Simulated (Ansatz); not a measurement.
System: CoO, space group Fm-3m (No. 225) (one of a set of cubic test structures, which need not be the stable phase).

Input of one of the runs behind the figure:
```
crystal:
  lattice:
    - [0.0, 2.051591686963, 2.051591686963]
    - [2.051591686963, 0.0, 2.051591686963]
    - [2.051591686963, 2.051591686963, 0.0]
  atoms:
    - { symbol: Co, position: [0, 0, 0] }
    - { symbol: O, position: [0.5, 0.5, 0.5] }
kpoints:
  mp_grid: { grid: [16, 16, 16] }
hamiltonian:
  xc: pbe
  pseudopotentials:
    kind: paw
    azcp:
      Co: "pseudopotentials/pbe/paw/ansatz_paw_generated_hard_1/Co.paw.azcp"
      O: "pseudopotentials/pbe/paw/ansatz_paw_generated_hard_1/O.paw.azcp"
scf:
  occupations: { method: fermi_dirac, width: 0.061225619053 }
  convergence: { dr2_threshold: "1e-9 eV" }
  max_iter: 300
output:
  forces: true
  stress: true
```

Command:
```bash
ansatz run input.yaml --threads 1
```

Computed with Ansatz 0.2.0 development build: equation of state of a cubic crystal from periodic Kohn-Sham density functional theory without spin, third-order Birch-Murnaghan fit to the free energies; pressure corrected for the finite basis. Level: PBE.

- structure type: rock salt
- atoms in cell: 2
- space group number: 225
- lattice centring: face-centred primitive
- k mesh: 16×16×16
- occupation method: Fermi–Dirac
- occupation width: 0.06123 eV
- wave cutoff: 700 eV
- datasets: hard PAW
- density tolerance: 1e−09 eV
- bands: 16
- density cutoff ratio: 4
- search for lower states: default

What does the calculation give for the energy above the lowest point and pressure against volume? The volume takes the values 8.1171, 8.2898, 8.4625, 8.6352, 8.8079, 8.9806, 9.1533 Å³/atom.

A third-order Birch–Murnaghan fit gives V0 = 8.64 Å³/atom, B0 = 222 GPa and B′ = 4.6. The energy above the lowest point is 24.5 meV/atom at volume 8.1171 Å³/atom and 19.0 meV/atom at 9.1533 Å³/atom; the lowest computed point is at volume 8.6352 Å³/atom (0.0 meV/atom). The pressure falls from 15.9 GPa at volume 8.1171 Å³/atom to −11.2 GPa at 9.1533 Å³/atom, and changes sign near 8.64 Å³/atom.

```json
{"volume (Å³/atom)": "8.1171", "energy above the lowest point (meV/atom)": "24.5", "pressure (GPa)": "15.9"}
{"volume (Å³/atom)": "8.2898", "energy above the lowest point (meV/atom)": "10.5", "pressure (GPa)": "10.1"}
{"volume (Å³/atom)": "8.4625", "energy above the lowest point (meV/atom)": "2.6", "pressure (GPa)": "4.8"}
{"volume (Å³/atom)": "8.6352", "energy above the lowest point (meV/atom)": "0.0", "pressure (GPa)": "0.1"}
{"volume (Å³/atom)": "8.8079", "energy above the lowest point (meV/atom)": "2.2", "pressure (GPa)": "-4.1"}
{"volume (Å³/atom)": "8.9806", "energy above the lowest point (meV/atom)": "8.7", "pressure (GPa)": "-7.9"}
{"volume (Å³/atom)": "9.1533", "energy above the lowest point (meV/atom)": "19.0", "pressure (GPa)": "-11.2"}
```

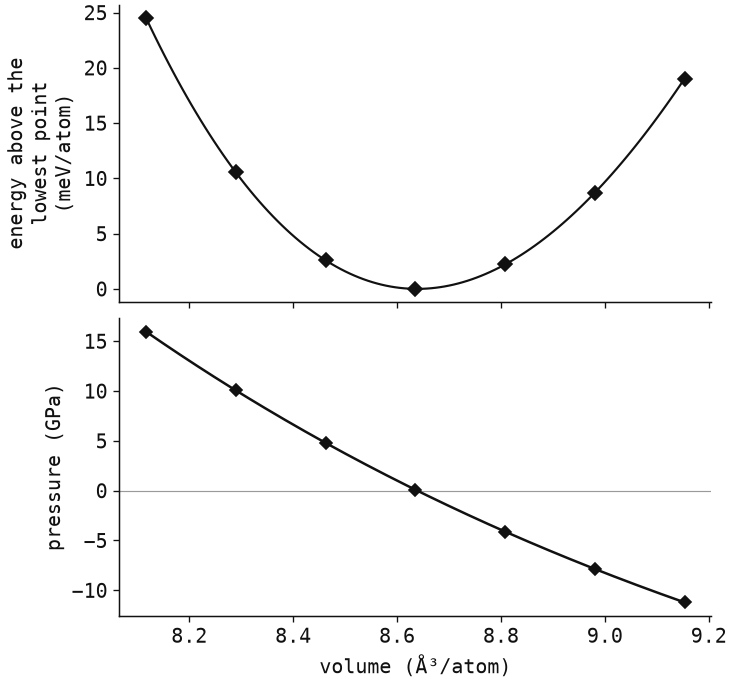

Caveats: known magnet treated without spin, far from its ground state; modest k-mesh, values are not fully converged in k.
